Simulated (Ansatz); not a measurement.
# How the conductance of NiSi2/Si/CoSi2 changes with thickness, part 7 of 7

Aim: the conductance of NiSi2/Si/CoSi2 junctions as the barrier thickens. The lower electrode is NiSi2 fluorite(111) turned by 180 degrees (type B), the upper one CoSi2 fluorite(111) turned by 180 degrees (type B); the barrier is Si diamond(111) (whole bilayers). In the first transport cell, after relaxation, the nearest pair of electrode and barrier is Si–Si at 2.37 Å, along the normal, at the lower face and Si–Si at 2.39 Å, along the normal, at the upper one. All share a net of side 3.84 Å, which strains the lower electrode by +0.0 %, the upper one by +1.3 % and the barrier by -0.7 %, against typed lattice constants near PBE's. The first steps treat the bulk electrodes alone.

Ansatz 0.2.0; PBE DFT, plane waves, PAW files (the session's first sound run).

So far, transmission at the Fermi level (a spin, zone mean): step 5 (T(E) of the junction) 0.0759; step 6 (conductance on a fine mesh, atomic planes in the barrier 4, gap between the …) 0.124; step 7 (conductance on a fine mesh, 57 atoms) 0.0648; step 10 (conductance on a fine mesh, atomic planes in the barrier 14, gap between the …) 0.00461. Also channels of the lower lead: step 5 1.16; step 7 1.06.

## (11) The series together

Times are for 8 threads of Arm Neoverse V2, shared host. The runs compared:

| no. | gap between the electrodes (Å) | junction conductance (S/m²) | resistance-area product beyond the leads (Ω um²) | time | memory (GiB) |
| --- | --- | --- | --- | --- | --- |
| 1 | 8.73 | 7.55e13 | 0.01183 | 3.3 min | 9.2 |
| 2 | 11.9 | 3.97e13 | 0.02375 | 4.1 min | 9.5 |
| 3 | 15.07 | 2.00e13 | 0.04852 | 4.4 min | 10 |
| 4 | 21.42 | 6.10e12 | 0.1624 | 4.4 min | 11 |
| 5 | 24.59 | 3.53e12 | 0.2823 | 4.5 min | 12 |

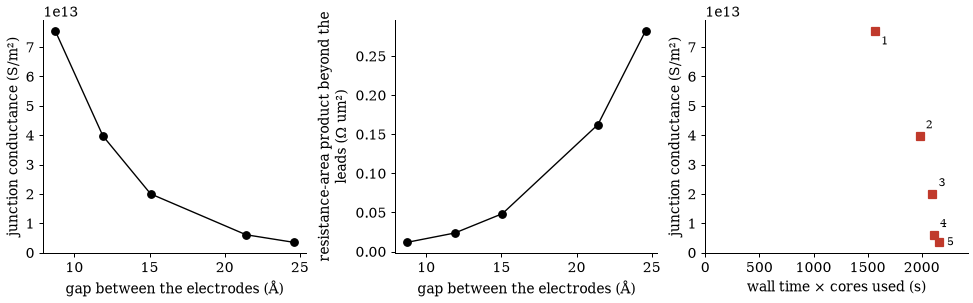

The series as plots; the last panel sets the first result against cost, with the runs numbered as in the table.

The runs together. The transmission, zone mean by energy, zero at the Fermi level:

| energy (eV) | 8.73 | 11.9 | 15.07 | 21.42 | 24.59 |
| --- | --- | --- | --- | --- | --- |
| -0.260 | 0.111 | 0.0527 | 0.0257 | 0.0142 | 0.00715 |
| -0.223 | 0.131 | 0.0663 | 0.0349 | 0.00990 | 0.00544 |
| -0.185 | 0.141 | 0.0701 | 0.0271 | 0.0134 | 0.00590 |
| -0.147 | 0.145 | 0.0787 | 0.0298 | 0.0102 | 0.00817 |
| -0.110 | 0.137 | 0.0735 | 0.0319 | 0.00943 | 0.00529 |
| -0.072 | 0.125 | 0.0682 | 0.0313 | 0.00916 | 0.00514 |
| -0.035 | 0.136 | 0.0767 | 0.0379 | 0.00889 | 0.00477 |
| 0.003 | 0.124 | 0.0648 | 0.0350 | 0.00898 | 0.00461 |
| 0.040 | 0.113 | 0.0578 | 0.0282 | 0.0138 | 0.0120 |
| 0.077 | 0.114 | 0.0566 | 0.0259 | 0.00664 | 0.00355 |
| 0.115 | 0.128 | 0.0649 | 0.0276 | 0.00565 | 0.00279 |
| 0.152 | 0.133 | 0.0683 | 0.0279 | 0.00528 | 0.00251 |
| 0.190 | 0.131 | 0.0646 | 0.0264 | 0.00495 | 0.00228 |
| 0.228 | 0.135 | 0.0633 | 0.0262 | 0.00475 | 0.00213 |
| 0.265 | 0.131 | 0.0614 | 0.0260 | 0.00460 | 0.00201 |

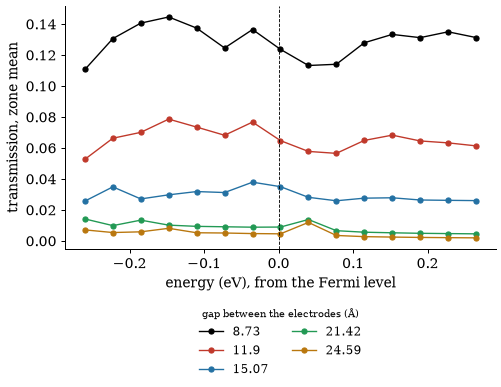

Transmission, zone mean against energy.

## (12) Fit against thickness

This step: Fit of the logarithm of the conductance against the barrier's thickness, from PBE DFT, plane waves, PAW files (Ansatz 0.2.0).

No new run: the logarithm is fitted against the thickness.

Numbers from this step:

```
decay constant of the conductance : 0.19 Å⁻¹
r.m.s. misfit of ln G             : 0.04
```

From the end points alone, β = ln(7.55e+13 / 3.53e+12) / 15.86 Å = 3.06 / 15.86 Å = 0.19 Å⁻¹. One end point carries an error estimate of 55 %; a factor of 1.6 on it would move β by 0.03 Å⁻¹.

## (13) A check of the settings, 57 atoms

This step: PBE DFT, plane waves, PAW files; ballistic transmission by layer matching between semi-infinite leads; changed: output.transmission.e_range = [-80, 80], output.transmission.de = 5 (Ansatz 0.2.0).

System of this step: NiSi2/Si/CoSi2. The cell holds 57 atoms: 40 Si, 8 Ni and 9 Co. Its edges and angles: a = 3.840 Å, b = 3.840 Å, c = 76.580 Å, α = 90.0°, β = 90.0°, γ = 120.0°. Regions: left electrode, 25 atoms (17 Si and 8 Ni); barrier, 6 atoms (6 Si); right electrode, 26 atoms (17 Si and 9 Co). Vacuum lies along c.

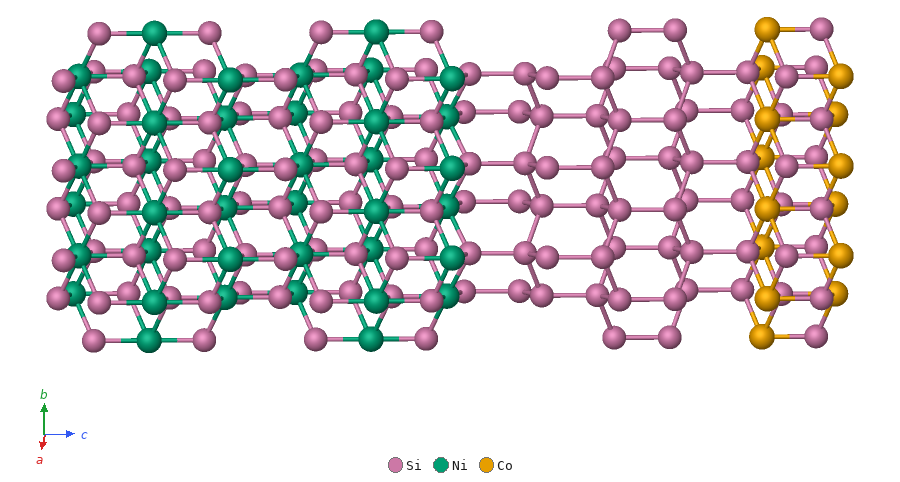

The cell of this step (silicon pink, nickel teal, cobalt orange). Drawn is a stretch of 33 Å of the 63 Å that the atoms span along c, seen along the normal of the bc plane, with neighbouring cells across it.

This run repeats an earlier one, its twin (the spectrum run, 6 atomic planes between the electrodes), with two settings changed (output.transmission.e_range, output.transmission.de; files written aside). The setting was drawn as a possible misstep, on purpose. Where the input is shown as a difference, that is against the step before, not the twin.

The input, input.yaml:

```yaml
crystal:
  lattice:
    - [3.84, 0.0, 0.0]
    - [-1.92, 3.3255375505, 0.0]
    - [0.0, 0.0, 76.58001516]
  atoms:
    - { symbol: Si, position: [0.0, 0.0, 0.0914076601] }
    - { symbol: Si, position: [0.33333333, 0.66666667, 0.1118009329] }
    - { symbol: Ni, position: [0.0, 0.0, 0.1222542476] }
    - { symbol: Si, position: [0.66666667, 0.33333333, 0.1327075623] }
    - { symbol: Si, position: [0.0, 0.0, 0.153100835] }
    - { symbol: Ni, position: [0.66666667, 0.33333333, 0.1635541497] }
    - { symbol: Si, position: [0.33333333, 0.66666667, 0.1740074644] }
    - { symbol: Si, position: [0.66666667, 0.33333333, 0.1944007372] }
    - { symbol: Ni, position: [0.33333333, 0.66666667, 0.2048540519] }
    - { symbol: Si, position: [0.0, 0.0, 0.2153073666] }
    - { symbol: Si, position: [0.33333333, 0.66666667, 0.2357006393] }
    - { symbol: Ni, position: [0.0, 0.0, 0.246153954] }
    - { symbol: Si, position: [0.66666667, 0.33333333, 0.2566072687] }
    - { symbol: Si, position: [0.0, 0.0, 0.2770005414] }
    - { symbol: Ni, position: [0.66666667, 0.33333333, 0.2874538562] }
    - { symbol: Si, position: [0.33333333, 0.66666667, 0.2979071709] }
    - { symbol: Si, position: [0.66666667, 0.33333333, 0.3183004436] }
    - { symbol: Ni, position: [0.33333333, 0.66666667, 0.3287537583] }
    - { symbol: Si, position: [0.0, 0.0, 0.339207073] }
    - { symbol: Si, position: [0.33333333, 0.66666667, 0.3596003457] }
    - { symbol: Ni, position: [0.0, 0.0, 0.3700536605] }
    - { symbol: Si, position: [0.66666667, 0.33333333, 0.3805069752] }
    - { symbol: Si, position: [0.0, 0.0, 0.4009002479] }
    - { symbol: Ni, position: [0.66666667, 0.33333333, 0.4113535626] }
    - { symbol: Si, position: [0.33333333, 0.66666667, 0.4230573998] }
    - { symbol: Si, position: [0.33333333, 0.66666667, 0.4540160725] }
    - { symbol: Si, position: [0.66666667, 0.33333333, 0.4644475705] }
    - { symbol: Si, position: [0.66666667, 0.33333333, 0.4954186125] }
    - { symbol: Si, position: [0.0, 0.0, 0.5058650404] }
    - { symbol: Si, position: [0.0, 0.0, 0.5368600794] }
    - { symbol: Si, position: [0.33333333, 0.66666667, 0.5472162753] }
    - { symbol: Si, position: [0.33333333, 0.66666667, 0.5784327567] }
    - { symbol: Co, position: [0.0, 0.0, 0.588350117] }
    - { symbol: Si, position: [0.66666667, 0.33333333, 0.5980952834] }
    - { symbol: Si, position: [0.0, 0.0, 0.6186352285] }
    - { symbol: Co, position: [0.66666667, 0.33333333, 0.6283803949] }
    - { symbol: Si, position: [0.33333333, 0.66666667, 0.6381255612] }
    - { symbol: Si, position: [0.66666667, 0.33333333, 0.6586655063] }
    - { symbol: Co, position: [0.33333333, 0.66666667, 0.6684106727] }
    - { symbol: Si, position: [0.0, 0.0, 0.6781558391] }
    - { symbol: Si, position: [0.33333333, 0.66666667, 0.6986957842] }
    - { symbol: Co, position: [0.0, 0.0, 0.7084409506] }
    - { symbol: Si, position: [0.66666667, 0.33333333, 0.7181861169] }
    - { symbol: Si, position: [0.0, 0.0, 0.738726062] }
    - { symbol: Co, position: [0.66666667, 0.33333333, 0.7484712284] }
    - { symbol: Si, position: [0.33333333, 0.66666667, 0.7582163948] }
    - { symbol: Si, position: [0.66666667, 0.33333333, 0.7787563399] }
    - { symbol: Co, position: [0.33333333, 0.66666667, 0.7885015063] }
    - { symbol: Si, position: [0.0, 0.0, 0.7982466727] }
    - { symbol: Si, position: [0.33333333, 0.66666667, 0.8187866178] }
    - { symbol: Co, position: [0.0, 0.0, 0.8285317841] }
    - { symbol: Si, position: [0.66666667, 0.33333333, 0.8382769505] }
    - { symbol: Si, position: [0.0, 0.0, 0.8588168956] }
    - { symbol: Co, position: [0.66666667, 0.33333333, 0.868562062] }
    - { symbol: Si, position: [0.33333333, 0.66666667, 0.8783072284] }
    - { symbol: Si, position: [0.66666667, 0.33333333, 0.8988471735] }
    - { symbol: Co, position: [0.33333333, 0.66666667, 0.9085923399] }
kpoints:
  mp_grid: { grid: [8, 8, 1] }
scf:
  occupations: { method: fermi_dirac, width: 0.1 }
  max_iter: 150
hamiltonian:
  xc: pbe
output:
  transmission:
    kmesh: [12, 12]
    e_range: [-80, 80]
    de: 5
    leads: [[10, 13], [43, 46]]
  dos: { projected: true, e_range: [-6, 5], de: 0.05 }
  write_potential: true
  write_density: true
  volumetric_format: npy
```

Launch:

```bash
$ ansatz run input.yaml --threads 8 --pin off --max-ram 24576MiB --backend cpu --events-out ev --progress --plain --runs-dir out
```

Numbers of over 12 decimals in the logs are rounded to 6 here.

Output:

```text
Error: inconsistent input (output.transmission.e_range, basis.ecutwfc): energies over 52 eV from the Fermi level are not served at this cutoff: ask for nearer ones, or raise it
```

It took 0.05 s on 8 threads of Arm Neoverse V2, shared host; peak memory 0.092 GiB.

The input was rejected at the start.

The program's message: “Error: inconsistent input (output.transmission.e_range, basis.ecutwfc): energies over 52 eV from the Fermi level are not served at this cutoff: ask for nearer ones, or raise it”

The change that led to it: output.transmission.e_range = [-80, 80] and output.transmission.de = 5.

## (14) The same cell, other settings, 55 atoms

This step: PBE DFT, plane waves, PAW files; ballistic transmission by layer matching between semi-infinite leads; changed: kpoints.mp_grid.grid = [8, 7, 2] (Ansatz 0.2.0).

System of this step: NiSi2/Si/CoSi2. The cell holds 55 atoms: 38 Si, 8 Ni and 9 Co. Its edges and angles: a = 3.840 Å, b = 3.840 Å, c = 73.406 Å, α = 90.0°, β = 90.0°, γ = 120.0°. Regions: left electrode, 25 atoms (17 Si and 8 Ni); barrier, 4 atoms (4 Si); right electrode, 26 atoms (17 Si and 9 Co). Vacuum lies along c.

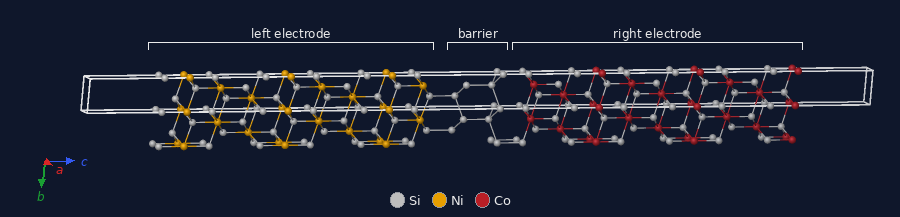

The cell of this step (silicon light grey, nickel orange, cobalt red). 1×2×1 cells are drawn. Some periodic images of atoms are drawn too.

This run repeats an earlier one, its twin (the conductance run, 4 atomic planes between the electrodes), with one setting changed (kpoints.mp_grid.grid; files written aside). The setting was drawn as a possible misstep, on purpose. Where the input is shown as a difference, that is against the step before, not the twin.

The input, input.yaml:

```yaml
crystal:
  lattice:
    - [3.84, 0.0, 0.0]
    - [-1.92, 3.3255375505, 0.0]
    - [0.0, 0.0, 73.4064270011]
  atoms:
    - { symbol: Si, position: [0.0, 0.0, 0.0953594976] }
    - { symbol: Si, position: [0.33333333, 0.66666667, 0.1166344349] }
    - { symbol: Ni, position: [0.0, 0.0, 0.127539679] }
    - { symbol: Si, position: [0.66666667, 0.33333333, 0.138444923] }
    - { symbol: Si, position: [0.0, 0.0, 0.1597198603] }
    - { symbol: Ni, position: [0.66666667, 0.33333333, 0.1706251043] }
    - { symbol: Si, position: [0.33333333, 0.66666667, 0.1815303484] }
    - { symbol: Si, position: [0.66666667, 0.33333333, 0.2028052857] }
    - { symbol: Ni, position: [0.33333333, 0.66666667, 0.2137105297] }
    - { symbol: Si, position: [0.0, 0.0, 0.2246157737] }
    - { symbol: Si, position: [0.33333333, 0.66666667, 0.245890711] }
    - { symbol: Ni, position: [0.0, 0.0, 0.2567959551] }
    - { symbol: Si, position: [0.66666667, 0.33333333, 0.2677011991] }
    - { symbol: Si, position: [0.0, 0.0, 0.2889761364] }
    - { symbol: Ni, position: [0.66666667, 0.33333333, 0.2998813804] }
    - { symbol: Si, position: [0.33333333, 0.66666667, 0.3107866245] }
    - { symbol: Si, position: [0.66666667, 0.33333333, 0.3320615618] }
    - { symbol: Ni, position: [0.33333333, 0.66666667, 0.3429668058] }
    - { symbol: Si, position: [0.0, 0.0, 0.3538720498] }
    - { symbol: Si, position: [0.33333333, 0.66666667, 0.3751469872] }
    - { symbol: Ni, position: [0.0, 0.0, 0.3860522312] }
    - { symbol: Si, position: [0.66666667, 0.33333333, 0.3969574752] }
    - { symbol: Si, position: [0.0, 0.0, 0.4182324125] }
    - { symbol: Ni, position: [0.66666667, 0.33333333, 0.4291376566] }
    - { symbol: Si, position: [0.33333333, 0.66666667, 0.4413474871] }
    - { symbol: Si, position: [0.33333333, 0.66666667, 0.4736445995] }
    - { symbol: Si, position: [0.66666667, 0.33333333, 0.4845270836] }
    - { symbol: Si, position: [0.66666667, 0.33333333, 0.5168371001] }
    - { symbol: Si, position: [0.0, 0.0, 0.5276410265] }
    - { symbol: Si, position: [0.0, 0.0, 0.5602070936] }
    - { symbol: Co, position: [0.66666667, 0.33333333, 0.5705532122] }
    - { symbol: Si, position: [0.33333333, 0.66666667, 0.5807196924] }
    - { symbol: Si, position: [0.66666667, 0.33333333, 0.6021476432] }
    - { symbol: Co, position: [0.33333333, 0.66666667, 0.6123141235] }
    - { symbol: Si, position: [0.0, 0.0, 0.6224806037] }
    - { symbol: Si, position: [0.33333333, 0.66666667, 0.6439085545] }
    - { symbol: Co, position: [0.0, 0.0, 0.6540750347] }
    - { symbol: Si, position: [0.66666667, 0.33333333, 0.664241515] }
    - { symbol: Si, position: [0.0, 0.0, 0.6856694658] }
    - { symbol: Co, position: [0.66666667, 0.33333333, 0.695835946] }
    - { symbol: Si, position: [0.33333333, 0.66666667, 0.7060024262] }
    - { symbol: Si, position: [0.66666667, 0.33333333, 0.7274303771] }
    - { symbol: Co, position: [0.33333333, 0.66666667, 0.7375968573] }
    - { symbol: Si, position: [0.0, 0.0, 0.7477633375] }
    - { symbol: Si, position: [0.33333333, 0.66666667, 0.7691912883] }
    - { symbol: Co, position: [0.0, 0.0, 0.7793577686] }
    - { symbol: Si, position: [0.66666667, 0.33333333, 0.7895242488] }
    - { symbol: Si, position: [0.0, 0.0, 0.8109521996] }
    - { symbol: Co, position: [0.66666667, 0.33333333, 0.8211186798] }
    - { symbol: Si, position: [0.33333333, 0.66666667, 0.8312851601] }
    - { symbol: Si, position: [0.66666667, 0.33333333, 0.8527131109] }
    - { symbol: Co, position: [0.33333333, 0.66666667, 0.8628795911] }
    - { symbol: Si, position: [0.0, 0.0, 0.8730460713] }
    - { symbol: Si, position: [0.33333333, 0.66666667, 0.8944740222] }
    - { symbol: Co, position: [0.0, 0.0, 0.9046405024] }
kpoints:
  mp_grid: { grid: [8, 7, 2] }
scf:
  occupations: { method: fermi_dirac, width: 0.1 }
  max_iter: 150
hamiltonian:
  xc: pbe
output:
  transmission:
    kmesh: [24, 24]
    e_range: [-0.26, 0.27]
    de: 0.0375
    leads: [[10, 13], [41, 44]]
```

Output:

```text
Warning: crystal.symmetry: narrowed to the stabiliser of the k-point mesh — unitary ops 6 → 1; excluded 5 operations that carry a point of the 8×7×2 mesh (shift [0, 0, 0]) off the mesh (the run samples exactly the mesh kpoints.mp_grid names, as under crystal.symmetry.detect: false, and its converged state has the mesh's symmetry, not the crystal's; ε∞, the Born charges and the force constants of a linear response (`dielectric:` by the response, `phonons.method: dfpt`) are averaged over those of the crystal's operations that the state keeps within a tolerance, where `mesh_tensors`, `unaveraged_element` or `gamma_mean_max_change_ev_ang2` stands beside them; [rest of the remark cut]
Engine: ansatz 0.2.0, aarch64-unknown-linux-gnu
Pseudopotentials: kind: paw
Pseudopotential: Si, paw, valence charge 4, recommended cutoff 420 eV (normal), Si.paw.azcp
Pseudopotential: Ni, paw, valence charge 18, recommended cutoff 420 eV (normal), Ni.paw.azcp
Pseudopotential: Co, paw, valence charge 17, recommended cutoff 420 eV (normal), Co.paw.azcp
Functional definition: PBE
  parameter kappa = 0.804
  parameter beta = 0.066725
  exchange = pbe_x(kappa = kappa, mu = beta*pi^2/3)
  correlation = pbe_c(beta = beta)
Crystal: 55 atoms, lattice volume = 937.405 Å³
Basis set: ecut = 420 eV, 18269 PW (Γ)
Bands: 280, of which v1, the nominal top of the filled ones, is band 225 counted from 1 (224 counted from 0)
Symmetry: 1 space group operations
k-points: 58 of 112 (time reversal used)
Non-local potential: Si, projectors of the file, l = 0: 2, l = 1: 2, l = 2: 2
Non-local potential: Ni, projectors of the file, l = 0: 3, l = 1: 2, l = 2: 3, l = 3: 1
Non-local potential: Co, projectors of the file, l = 0: 3, l = 1: 2, l = 2: 3, l = 3: 1
PAW form: soft (Blöchl's): semilocal exchange-correlation on the pseudo side does not see the compensation charge
PAW one-centre angular grid: Si, 110 points (default); XC on 64 Gauss nodes
PAW one-centre angular grid: Ni, 590 points (default); XC on 64 Gauss nodes
PAW one-centre angular grid: Co, 590 points (default); XC on 64 Gauss nodes
Initial density: superposition of atomic densities (neutral atoms: chi_scale 0, normalization atom), corrected by the library's trained network
Initial wavefunctions: pseudopotential atomic-orbital guess
Functional: x = pbe(κ = 0.804, μ = 0.219515), c = pbe(β = 0.066725)
SCF iter   1: F=—  HF=-117030.485715 eV  |F-HF|=—  |Δ(HF+E_count)|=         —  Δρ=1.15e-2  dr2=2.25e1  ethr=1.77e-3  ⟨swp⟩=8.3  Hψ=82901  notcnv=0  defer=735
preconditioner: auto → LDOS  [metal: Δε(μ)=0.003 eV  Ē_g=6.880 eV  σ=0.100 eV  W_gap=0.01  n_scr=266 (ndim 8)  ℏωp=21.5 eV  f_vac=0.157  D(μ)=19.74/eV (n_scr^D=110)  β→1.0]
[...]
SCF iter   9: F=—  HF=-117030.265017 eV  |F-HF|=—  |Δ(HF+E_count)|=   2.63e-4  Δρ=5.73e-5  dr2=6.17e-5  ethr=1.17e-8  ⟨swp⟩=2.6  Hψ=29489  notcnv=0  defer=1009
SCF iter  10: F=—  HF=-117030.265021 eV  |F-HF|=—  |Δ(HF+E_count)|=   3.56e-6  Δρ=2.39e-5  dr2=6.01e-6  ethr=1.17e-8  ⟨swp⟩=2.0  Hψ=19282  notcnv=0  defer=1009
SCF iter  11: F=—  HF=-117030.265023 eV  |F-HF|=—  |Δ(HF+E_count)|=   2.42e-6  Δρ=1.12e-5  dr2=1.04e-6  ethr=1.34e-9  ⟨swp⟩=2.7  Hψ=22769  notcnv=0  defer=1009
SCF iter  12: F=—  HF=-117030.265024 eV  |F-HF|=—  |Δ(HF+E_count)|=   8.02e-7  Δρ=1.41e-5  dr2=1.66e-6  ethr=2.31e-10  ⟨swp⟩=2.0  Hψ=28171  notcnv=0  defer=1010
SCF iter  13: F=—  HF=-117030.265024 eV  |F-HF|=—  |Δ(HF+E_count)|=   1.63e-9  Δρ=5.20e-6  dr2=1.88e-7  ethr=2.31e-10  ⟨swp⟩=2.0  Hψ=20071  notcnv=0  defer=1010
SCF iter  14: F=-117030.265024 eV  HF=-117030.265024 eV  |F-HF|=4.27e-8  |Δ(HF+E_count)|=   1.49e-8  Δρ=2.66e-6  dr2=4.48e-8  ethr=2.23e-11  ⟨swp⟩=20.2  Hψ=69282  notcnv=0
SCF 1 converged in 14 iterations: F = -117030.265024 eV  dr2 = 4.48e-8
[...]
WARN: the run was ended behind the SCF: a stop after 705 completed steps of the transmission. The result of record stands; what else was asked for is given out only as far as it was finished by then, or is formed of that. The run will not end as completed
SCF converged after 14 iterations
the last check of whether an eigenvalue changes by more than its tolerance under the output density was not made (no_room)
Free energy (F): -117030.265024 eV
Harris-Foulkes:  -117030.265024 eV  (|F-HF|=4.27e-8)
Internal energy: -117029.628188 eV  (E = F + TS)
E sigma→0 (E₀):  -117029.946606 eV
Entropy (-TS):   -0.636836 eV (-11.579 meV/atom)
Fermi energy:    8.789192 eV
--- Per-component energies (eV) ---
  E_band       = -7008.188705
  E_kinetic    = 8002.065595
  E_local      = -503274.818273  (includes V_loc(G=0)·N_el)
  E_nonlocal   = 10064.409954
  E_hartree    = 245721.624221
  E_xc         = -4258.614221
  E_vxc        = -4570.407024  (∫ρ·V_xc dr)
  E_paw        = -46139.385470  (= ΣΔE_a)
  E_vpaw       = -8672.645538  (= ΣTr[D̂ρ^β])
  E_aug_tail   = 0.005366  (compensation charges beyond the density's cutoff)
  E_ewald      = 172855.084641
  E_smearing   = -0.636836  (= −TS)
  E_closure    = 0.000000  (closes the sum)
  Σ components = -117030.265024   (vs F -117030.265024, Δ=0.00e0)
--- Band table (eV; the first three rows and the last of 58) ---
  k-point 0: bands = [... 221 lower, 10.0584, 10.0672, 10.2130, 10.2141, 10.2335, 10.4479, 10.4510, 10.4514, ... 51 higher]
  k-point 1: bands = [... 221 lower, 10.0584, 10.0672, 10.2130, 10.2141, 10.2334, 10.4479, 10.4510, 10.4514, ... 51 higher]
  k-point 2: bands = [... 221 lower, 9.5163, 9.5891, 9.6063, 9.7495, 9.7835, 9.8075, 9.9181, 9.9969, ... 51 higher]
  k-point 57: bands = [... 221 lower, 8.0265, 8.1170, 8.1462, 8.2038, 8.2404, 8.3408, 8.5020, 8.6009, ... 51 higher]
Error: SIGTERM received: cancelled by the caller after 705 completed steps of the transmission, in an analysis behind the self-consistent cycle: that cycle's result was reported, and what else the deck asks for behind it is given out only as far as it was finished by then, or is formed of that: a new run makes the rest, from the state that this one saved, where it saved one
```

Elapsed: 10 min, on 8 threads; peak memory 16 GiB.

The run was cut off at the time limit after its SCF cycle had converged; no result of it is taken.

The program's message: “Error: SIGTERM received: cancelled by the caller after 705 completed steps of the transmission, in an analysis behind the self-consistent cycle: that cycle's result was reported, and what else the dec …”

The fault put into the input: a mesh that breaks the symmetry (kpoints.mp_grid.grid = [8, 7, 2]).

## (15) Outcome

```
1/G at 8.73 Å gap : 0.0132 Ω um²
1/G at 24.6 Å gap : 0.284 Ω um²
decay constant β  : 0.19 Å⁻¹
```

**Reading.** A fit of ln G against d gives β = 0.19 Å⁻¹, and step by step the slopes are 0.20, 0.22, 0.19 and 0.17 Å⁻¹. They differ by more than a fifth, so the fit is an average; how much of this is a real bend and how much error of the runs wasn't traced. At the Fermi level the layers of the barrier in the wide-window run (6 planes) hold from 0.062 to 0.15 states an eV and atom: none is empty there, through tails of the electrodes' states or through bands of its own. The program's largest error estimate on these conductances is 55 %, from the mesh across the current, in the run that gave 3.5e12 S/m². No spin-orbit coupling, phonons, disorder or image charges enter; the interfaces are ordered, one cell wide and lattice-matched by strain. Semilocal gaps are too small, which can bring a band edge of the barrier nearer to the Fermi level than it is.

[Logs are printed without paths, hosts, clocks, repeated set-up lines and the standing remarks that a program may print on its own settings, such as how far it seeks lower states.]

[Hosts, paths, dates, database ids (printed as entryN), source tags and the programs' standing remarks are cut or masked in the printed files.]
